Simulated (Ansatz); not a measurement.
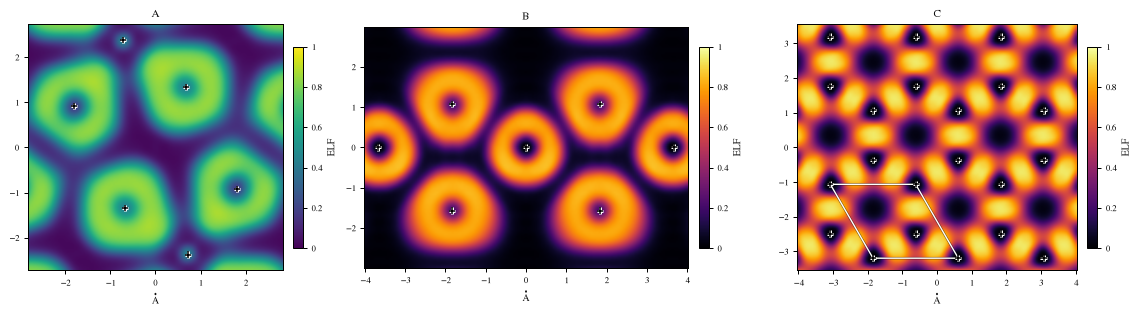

The electron localisation function of 3 systems, each on a plane through atoms (crosses mark nuclei in the plane).

The calculation used DFT, PBEsol, PAW with Ansatz's default frozen-core files, scalar-relativistic (Ansatz 0.2.0).

System 1: C, the (001) plane of the conventional cell. Space group R-3m; changed on purpose from its base cell (zz strain of +3 %, PAW files).

```cif
data_structure
_symmetry_space_group_name_H-M 'P 1'
_symmetry_Int_Tables_number 1
_cell_length_a 2.4600
_cell_length_b 2.4600
_cell_length_c 34.4535
_cell_angle_alpha 90.000
_cell_angle_beta 90.000
_cell_angle_gamma 120.000
_cell_volume 180.57
loop_
_atom_site_label
_atom_site_type_symbol
_atom_site_fract_x
_atom_site_fract_y
_atom_site_fract_z
_atom_site_occupancy
C1 C 0.00000 0.00000 0.05000 1
C2 C 0.66667 0.33333 0.38333 1
C3 C 0.33333 0.66667 0.71667 1
C4 C 0.66667 0.33333 0.28333 1
C5 C 0.33333 0.66667 0.61667 1
C6 C 0.00000 0.00000 0.95000 1
C7 C 0.00000 0.00000 0.28300 1
C8 C 0.66667 0.33333 0.61633 1
C9 C 0.33333 0.66667 0.94967 1
C10 C 0.66667 0.33333 0.05033 1
C11 C 0.33333 0.66667 0.38367 1
C12 C 0.00000 0.00000 0.71700 1
```

System 2: SiO2, the (111) plane of the conventional cell. Space group P4₂/mnm; computed pressure about 4 GPa in this cell.

System 3: ZrO2, the (010) plane of the conventional cell. Space group P4₂/nmc; not relaxed (largest force 0.3 eV/Å); computed pressure about −14 GPa in this cell.

> Match each panel to its system.

Panel A is system 2, SiO2: the plane holds Si and O. Si–O (1.76 Å): the ELF peaks at about 0.85 between the atoms. Panel B is system 3, ZrO2: the plane holds Zr and O. Zr–O (2.12 Å): the ELF peaks at about 0.85 in the valence shell of O, 0.6 Å from its nucleus, and drops to about 0.25 between the two atoms (no shared electron pair shows on this line). Panel C is system 1, C: the plane holds C. C–C (1.42 Å): the ELF peaks at about 0.95 between the atoms.
